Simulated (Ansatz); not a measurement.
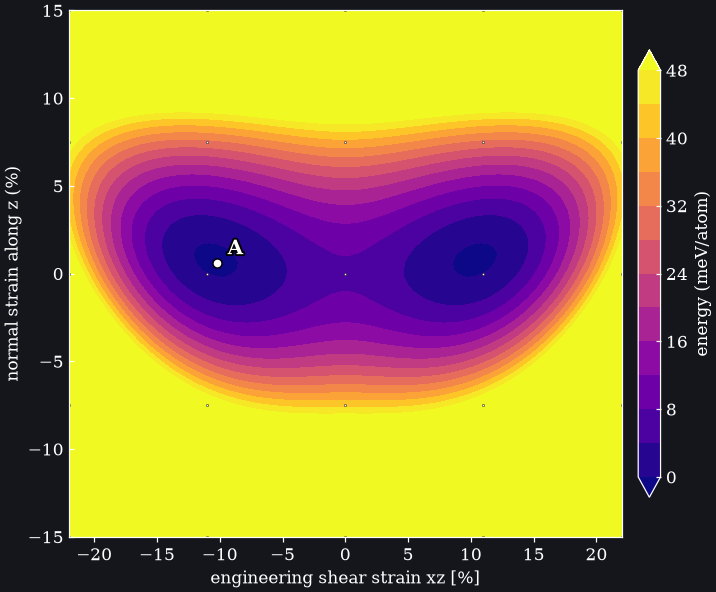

Mo (Fm-3m, No. 225; 1 atom in the cell). 
- The energy is mapped over two homogeneous strains (x, y and z along the cube axes).
- First axis: engineering shear strain xz. Second axis: normal strain along z.
- Nothing is relaxed (symmetry fixes all fractional coordinates).
- The grid has 5 × 5 points; 15 points were computed and 10 follow by symmetry.
- Points are written as (first, second).
- All energies are given in meV/atom relative to the lowest grid point.
- All numbers below come from Ansatz, DFT PBE, scalar-relativistic, plane waves, PAW. Settings: cutoff 420 eV, k-mesh 20×20×20, gaussian smearing 0.15 eV, no spin polarisation.

The picture shows filled contours, dots at the grid points, one colour for all values above the top of the scale, the well A. Between grid points the surface is interpolated.

### Where is the minimum, and how stiff is the crystal against these two strains (in GPa)? Take the well at A.

The interpolated minimum is at −10.2 % and 0.6 %. Divided by the cell volume of 16.0 Å³, the second derivatives of the energy there are about 47 GPa along the first strain and 131 GPa along the second, with a cross term of about 26 GPa (clamped ions). Round the minimum the valley is somewhat tilted: raising engineering shear strain xz shifts the best value of normal strain along z downwards (coupling k₁₂/√(k₁₁k₂₂) about 0.3).
